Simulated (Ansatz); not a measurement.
System: Mo₄S₉ (cell with a defect).

Input file:

```
crystal:
  lattice:
    - [-6.3703533152, -1.8389626007, 7.4383293001]
    - [4.7777649864, -4.5974065017, 7.4383293001]
    - [1.5925883288, 6.4363691023, 7.4383293001]
  atoms:
    - { symbol: S, position: [0.6920854471, 0.2305469856, 0.0767008317] }
    - { symbol: Mo, position: [0.9997777548, 0.9997777548, 0.9997777548] }
    - { symbol: Mo, position: [0.3843931394, 0.4613162163, 0.1536239086] }
    - { symbol: Mo, position: [0.769008524, 0.9228546779, 0.3074700625] }
    - { symbol: Mo, position: [0.4613162163, 0.1536239086, 0.3843931394] }
    - { symbol: Mo, position: [0.845931601, 0.6151623702, 0.5382392933] }
    - { symbol: Mo, position: [0.9228546779, 0.3074700625, 0.769008524] }
    - { symbol: Mo, position: [0.0767008317, 0.6920854471, 0.2305469856] }
    - { symbol: Mo, position: [0.1536239086, 0.3843931394, 0.4613162163] }
    - { symbol: Mo, position: [0.5382392933, 0.845931601, 0.6151623702] }
    - { symbol: Mo, position: [0.2305469856, 0.0767008317, 0.6920854471] }
    - { symbol: Mo, position: [0.6151623702, 0.5382392933, 0.845931601] }
    - { symbol: Mo, position: [0.3074700625, 0.769008524, 0.9228546779] }
    - { symbol: S, position: [0.0954408069, 0.6339023454, 0.4800561915] }
    - { symbol: S, position: [0.4031331146, 0.4031331146, 0.4031331146] }
    - { symbol: S, position: [0.7877484992, 0.8646715761, 0.5569792684] }
    - { symbol: S, position: [0.1723638838, 0.3262100377, 0.7108254223] }
    - { symbol: S, position: [0.8646715761, 0.5569792684, 0.7877484992] }
    - { symbol: S, position: [0.2492869608, 0.01851773, 0.9415946531] }
    - { symbol: S, position: [0.3262100377, 0.7108254223, 0.1723638838] }
    - { symbol: S, position: [0.4800561915, 0.0954408069, 0.6339023454] }
    - { symbol: S, position: [0.5569792684, 0.7877484992, 0.8646715761] }
    - { symbol: S, position: [0.9415946531, 0.2492869608, 0.01851773] }
    - { symbol: S, position: [0.6339023454, 0.4800561915, 0.0954408069] }
    - { symbol: S, position: [0.01851773, 0.9415946531, 0.2492869608] }
    - { symbol: S, position: [0.7108254223, 0.1723638838, 0.3262100377] }
    - { symbol: S, position: [0.9553978229, 0.4938593614, 0.3400132075] }
    - { symbol: S, position: [0.2630901306, 0.2630901306, 0.2630901306] }
    - { symbol: S, position: [0.6477055152, 0.7246285921, 0.4169362844] }
    - { symbol: S, position: [0.0323208998, 0.1861670537, 0.5707824383] }
    - { symbol: S, position: [0.7246285921, 0.4169362844, 0.6477055152] }
    - { symbol: S, position: [0.1092439768, 0.878474746, 0.8015516691] }
    - { symbol: S, position: [0.1861670537, 0.5707824383, 0.0323208998] }
    - { symbol: S, position: [0.3400132075, 0.9553978229, 0.4938593614] }
    - { symbol: S, position: [0.4169362844, 0.6477055152, 0.7246285921] }
    - { symbol: S, position: [0.8015516691, 0.1092439768, 0.878474746] }
    - { symbol: S, position: [0.4938593614, 0.3400132075, 0.9553978229] }
    - { symbol: S, position: [0.878474746, 0.8015516691, 0.1092439768] }
    - { symbol: S, position: [0.5707824383, 0.0323208998, 0.1861670537] }
  host:
    lattice:
      - [1.5925883288, 0.9194813003, 7.4383293001]
      - [-1.5925883288, 0.9194813003, 7.4383293001]
      - [0.0, -1.8389626007, 7.4383293001]
    atoms:
      - { symbol: Mo, position: [0.9997777548, 0.9997777548, 0.9997777548] }
      - { symbol: S, position: [0.4031331146, 0.4031331146, 0.4031331146] }
      - { symbol: S, position: [0.2630901306, 0.2630901306, 0.2630901306] }
basis:
  ecutwfc: 420
  xc_grid: 2
kpoints:
  mp_grid: { grid: [2, 2, 2], shift: [0.5, 0.5, 0.5] }
hamiltonian:
  xc: pbe
scf:
  occupations: { method: gaussian, width: 0.01 }
output:
  forces: true
  stress: false
  eigenvalues: true
  charged_corrections: { defect_position: [0.69208545, 0.23054699, 0.07670083] }
  write_density: true
  write_potential: true
  elf: true
  volumetric_format: npy
relax:
  adjacent_minimum: "off"
  f_tol: 0.025
  max_steps: 45
```

Launched as:

```sh
ansatz run input.yaml --threads 4 --pin off --max-ram 10240MiB --backend cpu --events-out ev --progress --plain --runs-dir out
```

The fields are those of the run's last geometry, not of the input's.

Computed without spin polarisation.

These are results of Ansatz, DFT PBE, scalar-relativistic, plane waves, PAW, not measurements.

What will maps of the valence pseudo-density and electron localisation function show?

Mo–S (2.41 Å): the density is about 0.62 e/Å³ at the midpoint; the ELF peaks at about 0.85 in the valence shell of S, 0.8 Å from its nucleus, and is about 0.45 at the midpoint.

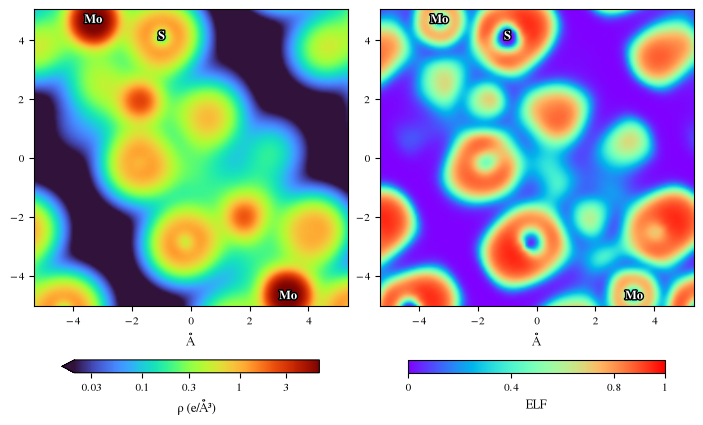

Computed valence pseudo-density and electron localisation function on the (010) plane of the calculation cell, in this order. Atoms just off the plane (Mo, 0.7 Å away and S, 0.3 Å away) can leave unmarked features too.

In a PAW calculation such maps are meaningful between the atoms, not at the nuclei.
